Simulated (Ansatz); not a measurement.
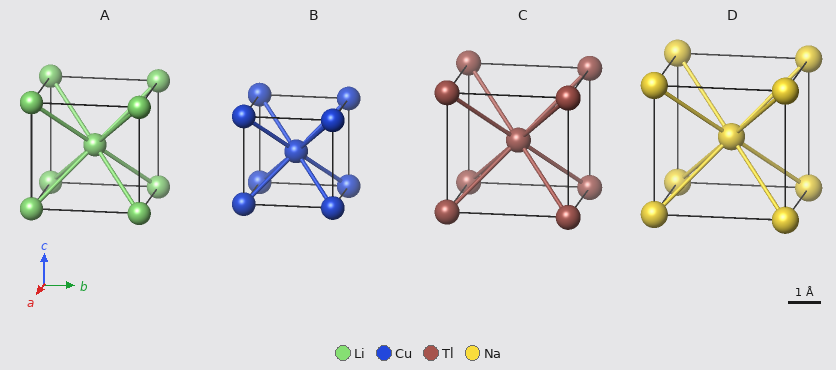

One structure type (space group Im-3m for the parent) with different elements on its sites, each relaxed in cell and atoms to zero pressure (within 0.1 GPa). A ball-and-stick model of the conventional cell (2 times the calculation's cell), seen slightly off an axis. Lengths and directions refer to the drawn axes.

Level of theory: DFT PBEsol, scalar-relativistic, plane waves, PAW (Ansatz 0.2.0). Set-up: plane-wave cutoff 420 eV; occupations gaussian; smearing width 0.1 eV; no spin polarisation. The k-mesh is chosen for each cell (18×18×18, 20×20×20, 16×16×16, 14×14×14).

Give the formulas, and rank the crystals by volume per atom, smallest first.

B = Cu (11.3 Å³), A = Li (20.1 Å³), C = Tl (28.6 Å³), D = Na (36.2 Å³).

Which have a band gap?

Li: metallic; Cu: metallic; Tl: metallic; Na: metallic.
